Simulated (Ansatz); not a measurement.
```
CELL_PARAMETERS angstrom
3.69138 0.00000 0.00000
-1.84569 3.19683 0.00000
0.00000 0.00000 6.04108
ATOMIC_POSITIONS crystal
Zr 0.00000 0.00000 0.00000
S 0.33333 0.66667 0.23791
S 0.66667 0.33333 0.76209
```

Space group P-3m1; a structure from a database of computed crystals, not necessarily the ambient phase; computed pressure about 2 GPa in this cell.

The calculation used Kohn-Sham DFT of a periodic cell, revPBE, Ansatz PAW (Ansatz).

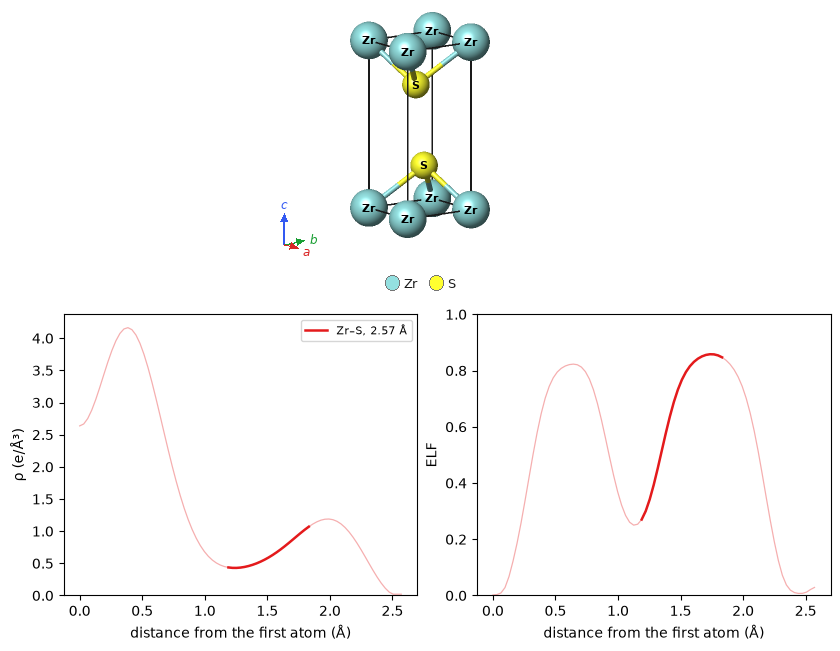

ZrS₂. Valence electron density and electron localisation function along straight lines between neighbouring atoms. Thin, pale parts lie inside the atomic spheres. The structure is drawn too.

The density is the valence pseudo-density of a PAW calculation; it isn't the true density close to the nuclei.

### What can be read from the curves?

Zr–S (2.57 Å): ρ is about 0.43 e/Å³ halfway; the ELF peaks at about 0.85 in the valence shell of S, 0.8 Å from its nucleus, and is about 0.40 at the midpoint.
